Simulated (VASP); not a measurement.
**What a change does: single-point calculation on BaTiO3**

System: BaTiO3 (5 atoms in the cell).
Method of run A: Kohn-Sham DFT of a periodic cell, PBE, VASP PAW PBE potentials, recommended, no spin polarisation (VASP 6.6.1).

The structure derives from an entry of the Crystallography Open Database. 

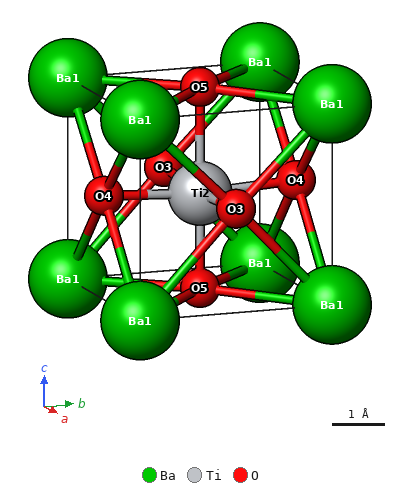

**Figure 1.** The structure (ball-and-stick view of the cell of the calculation, seen slightly off an axis; atoms are numbered from 1 in the order of the input).

## INCAR, run A
```
  ADDGRID = False
  ALGO = Normal
  EDIFF = 1E-8
  ENCUT = 900
  GGA = PE
  ISIF = 2
  ISMEAR = 0
  LASPH = True
  LCHARG = False
  LREAL = False
  LWAVE = False
  NELM = 100
  PREC = Accurate
  SIGMA = 0.05
```

## KPOINTS, run A
```
k-points
0
Gamma
  8 8 8
```

## POSCAR, run A
```
BaTiO3
1.0
    3.9998000000      0.0000000000      0.0000000000
    0.0000000000      3.9998000000      0.0000000000
    0.0000000000      0.0000000000      4.0180000000
Ba Ti O
1 1 3
Direct
    0.0000000000      0.0000000000      0.0000000000
    0.5000000000      0.5000000000      0.4900000000
    0.0000000000      0.5000000000      0.5170000000
    0.5000000000      0.0000000000      0.5170000000
    0.5000000000      0.5000000000      0.0190000000
```

Launched with:
```bash
cat potpaw_PBE.64/Ba_sv/POTCAR potpaw_PBE.64/Ti_sv/POTCAR potpaw_PBE.64/O/POTCAR > POTCAR
mpirun -np 1 vasp_std > vasp.out
```

Hardware: 1 thread of Intel Xeon @ 2.50GHz (Skylake/Cascade Lake), 160 GiB of memory available, shared host.

## OSZICAR and lines of OUTCAR (run A)
```
N       E                     dE             d eps       ncg     rms          rms(c)
DAV:   1     0.571845553133E+03    0.57185E+03   -0.29142E+04  3600   0.269E+03
DAV:   2     0.260141788857E+02   -0.54583E+03   -0.53666E+03  4088   0.615E+02
DAV:   3    -0.472471517748E+02   -0.73261E+02   -0.70777E+02  5072   0.182E+02
DAV:   4    -0.507986988860E+02   -0.35515E+01   -0.35495E+01  5472   0.394E+01
DAV:   5    -0.509111824640E+02   -0.11248E+00   -0.11247E+00  5040   0.571E+00    0.231E+01
DAV:   6    -0.401472370979E+02    0.10764E+02   -0.75033E+01  5576   0.781E+01    0.101E+01
DAV:   7    -0.401629030354E+02   -0.15666E-01   -0.12220E+01  4544   0.259E+01    0.648E+00
DAV:   8    -0.399868936435E+02    0.17601E+00   -0.98290E-01  4808   0.967E+00    0.288E+00
DAV:   9    -0.400177113931E+02   -0.30818E-01   -0.26711E-01  4888   0.410E+00    0.121E+00
DAV:  10    -0.400044760091E+02    0.13235E-01   -0.92620E-02  4768   0.328E+00    0.386E-01
DAV:  11    -0.400036394325E+02    0.83658E-03   -0.63494E-03  5456   0.652E-01    0.615E-02
DAV:  12    -0.400036307330E+02    0.86994E-05   -0.28760E-04  4400   0.151E-01    0.358E-02
DAV:  13    -0.400036255629E+02    0.51701E-05   -0.24314E-04  4672   0.171E-01    0.118E-02
DAV:  14    -0.400036289302E+02   -0.33672E-05   -0.31383E-05  5320   0.443E-02    0.672E-03
DAV:  15    -0.400036294519E+02   -0.52173E-06   -0.23113E-06  4576   0.119E-02    0.621E-03
DAV:  16    -0.400036294538E+02   -0.18890E-08   -0.29993E-06  4776   0.164E-02    0.268E-03
DAV:  17    -0.400036294510E+02    0.27967E-08   -0.88059E-07  4576   0.865E-03    0.106E-03
DAV:  18    -0.400036294523E+02   -0.12947E-08   -0.33011E-07  4520   0.607E-03    0.708E-04
DAV:  19    -0.400036294692E+02   -0.16931E-07   -0.45940E-08  3632   0.214E-03    0.839E-05
DAV:  20    -0.400036294631E+02    0.61473E-08   -0.24458E-09  2000   0.449E-04
   1 F= -.40003629E+02 E0= -.40003629E+02  d E =-.965688E-16
[... from OUTCAR:]
  free energy    TOTEN  =       -40.00362946 eV
  energy without entropy =      -40.00362946  energy(sigma->0) =      -40.00362946
 E-fermi :   4.1043     XC(G=0): -11.2416     alpha+bet :-14.5047
  free  energy   TOTEN  =       -40.0036294631 eV
  energy  without entropy=      -40.0036294631  energy(sigma->0) =      -40.00362946
```

For run B the input was changed thus:
```diff
-  EDIFF = 1E-8
-  ENCUT = 900
+  EDIFF = 1E-4
+  ENCUT = 460
-  8 8 8
+  5 5 5
```

Predict how the results change.

The free energy of run B is 2.9 meV per atom higher, which comes mainly from the change of cutoff or grids; a solver setting shouldn't move a converged energy. The gap on the mesh goes from 1.77 to 1.94 eV. The pressure goes from 4.31 to 2.69 GPa. More plane waves can only lower the energy of a fixed Hamiltonian, so the higher cutoff gives the lower value. The SCF takes 12 iterations against 20. The irreducible k-points go from 75 to 18. The plane waves at Γ go from 3960.0 to 1450.0. On the same kind of shared host run B took about 0.11 times as long.

## OSZICAR and lines of OUTCAR (run B)
```
N       E                     dE             d eps       ncg     rms          rms(c)
DAV:   1     0.434094282731E+03    0.43409E+03   -0.20062E+04   864   0.166E+03
DAV:   2    -0.971233715455E+01   -0.44381E+03   -0.43556E+03  1064   0.472E+02
DAV:   3    -0.489549860822E+02   -0.39243E+02   -0.39205E+02  1216   0.140E+02
DAV:   4    -0.508286363885E+02   -0.18737E+01   -0.18725E+01  1232   0.271E+01
DAV:   5    -0.508864052960E+02   -0.57769E-01   -0.57768E-01  1216   0.346E+00    0.230E+01
DAV:   6    -0.401023975290E+02    0.10784E+02   -0.74716E+01  1376   0.774E+01    0.994E+00
DAV:   7    -0.401506466234E+02   -0.48249E-01   -0.12229E+01  1120   0.255E+01    0.651E+00
DAV:   8    -0.399741375936E+02    0.17651E+00   -0.93189E-01  1184   0.938E+00    0.293E+00
DAV:   9    -0.400041341276E+02   -0.29997E-01   -0.27118E-01  1120   0.408E+00    0.121E+00
DAV:  10    -0.399900094204E+02    0.14125E-01   -0.92158E-02  1128   0.320E+00    0.396E-01
DAV:  11    -0.399891057680E+02    0.90365E-03   -0.69321E-03  1232   0.670E-01    0.686E-02
DAV:  12    -0.399890759182E+02    0.29850E-04   -0.33722E-04   904   0.148E-01
   1 F= -.39989076E+02 E0= -.39989076E+02  d E =-.229442E-26
[... from OUTCAR:]
  free energy    TOTEN  =       -39.98907592 eV
  energy without entropy =      -39.98907592  energy(sigma->0) =      -39.98907592
 E-fermi :   4.0604     XC(G=0): -11.2429     alpha+bet :-14.5047
  free  energy   TOTEN  =       -39.9890759182 eV
  energy  without entropy=      -39.9890759182  energy(sigma->0) =      -39.98907592
```

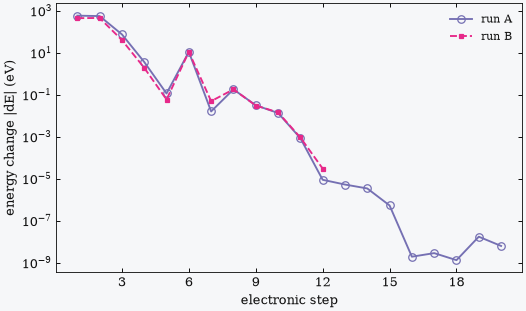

**Figure 2.** Convergence of the two runs: energy change |dE| against the electronic step. Run A takes 20 steps in all, and run B takes 12.

## The two runs side by side

| quantity | run A | run B |
| --- | --- | --- |
| outcome | converged | converged |
| free energy per atom (eV) | −8.0007 | −7.9978 |
| gap on the mesh (eV) | 1.77 | 1.94 |
| pressure (GPa) | 4.31 | 2.69 |
| largest force (eV/Å) | 0.279 | 0.272 |
| SCF iterations | 20 | 12 |
| irreducible k-points | 75 | 18 |
| plane waves at Γ | 3960 | 1450 |

For run B: The settings depart from the standard set-up of this series, which can bear on the numbers.
